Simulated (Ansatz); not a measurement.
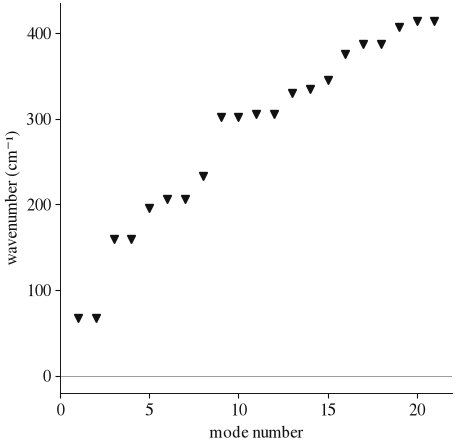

Plotted: zone-centre optical phonon frequencies (the three acoustic modes are left out) for Ti₃Si, space group P6_3/mmc (No. 194).

Structure:
```xyz
8
Lattice="5.2649 0.0000 0.0000 -2.6325 4.5596 0.0000 0.0000 0.0000 4.2850" Properties=species:S:1:pos:R:3 pbc="T T T"
Ti    1.3524    0.7808    3.2137
Ti    3.9125    0.7808    3.2137
Ti    2.6325    2.9979    3.2137
Ti    1.2800    3.7787    1.0712
Ti   -1.2800    3.7787    1.0712
Ti    0.0000    1.5617    1.0712
Si    0.0000    3.0397    3.2137
Si    2.6325    1.5199    1.0712
```

Calculation (Ansatz 0.2.0): harmonic phonon frequencies at the zone centre with atoms at rest in the given cell, without the long-range term of polar modes, the three translations left out, imaginary frequencies are negative; plane waves with PAW datasets, Γ-centred k mesh. Level: LDA, no spin polarisation.

```json
{"setting": "wave cutoff", "value": "420 eV"}
{"setting": "k mesh", "value": "12×12×8"}
{"setting": "occupations", "value": "Fermi–Dirac"}
{"setting": "smearing width", "value": "0.15 eV"}
{"setting": "pressure", "value": "25 GPa"}
{"setting": "phonon method", "value": "linear response"}
```

Question: What do the frequencies say about stability?

Answer: No frequency is imaginary, so the structure is stable to these displacements (zone-boundary modes weren't tested here).

Question: What is the highest frequency?

Answer: The highest mode lies at 413.8 cm⁻¹.

Note: metal sensitive to the k mesh.

The computed values:

| frequency (cm⁻¹) |
| --- |
| 67.4 |
| 67.4 |
| 158.9 |
| 158.9 |
| 195.6 |
| 206.6 |
| 206.6 |
| 232.6 |
| 302.1 |
| 302.1 |
| 304.8 |
| 304.8 |
| 330.0 |
| 334.4 |
| 345.4 |
| 375.5 |
| 387.6 |
| 387.6 |
| 407.5 |
| 413.8 |
| 413.8 |
